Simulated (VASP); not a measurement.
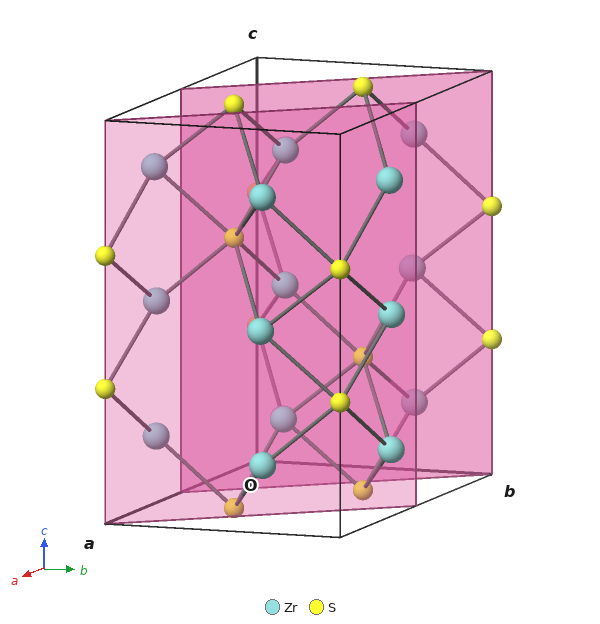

For Zr3S2, a cell listed in the Materials Project, as set up for an electronic-structure calculation: every member of one family of equally spaced planes, hx + ky + lz = a whole number, that cuts the unit cell is shaded (one member passes through the origin O, touching the cell only at an edge or corner). All values are computed from the atomic coordinates in the standard setting (tolerance 0.002 Å).

a = 5.805 Å, b = 5.805 Å, c = 10.463 Å, α = 90.00°, β = 90.00°, γ = 120.00°.

What are the Miller indices?

Answer. (2 1 0), in four indices (2 1 −3 0); the opposite sign names the same planes. The member next to the origin meets the axes a at 1/2, b at 1, c never.

What is the spacing?

Answer. d = 1.900 Å.

Which atoms of the cell lie in these planes (within 0.03 Å)?

Answer. 2 of the 9 Zr, 2 of the 6 S.

The space group is R32, No. 155, hexagonal axes. How many reflections hkl are equivalent to this one (itself included), and does it occur?

Answer. 12 reflections are equivalent in the Laue class -3m. The reflection is systematically absent, by the centring.
